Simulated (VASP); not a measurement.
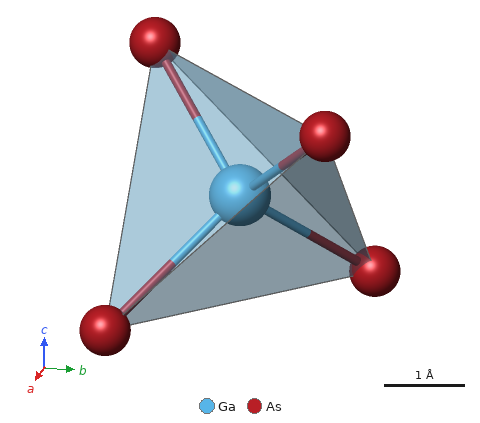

Coordination of Ga in GaAs (F-43m). Continuous shape measures are computed against ideal polyhedra (0 is ideal; above about 3 the distortion is strong). Origin: coordinates from a relaxation with VASP 6.6.1, VASP Kohn-Sham DFT of a periodic cell, PBE0, VASP PAW PBE potentials, recommended.

> Name the coordination polyhedron and say how regular it is.

GaAs4: an essentially ideal tetrahedron (coordination number 4, S = 0.00; next best see-saw, S = 9.8).

> Does the central atom sit at the centroid of its ligands?

Yes, to within 0.01 Å; the site symmetry is -43m.

> How long are the bonds?

4 × Ga–As 2.46 Å. The next neighbour, not counted, lies at 4.01 Å.
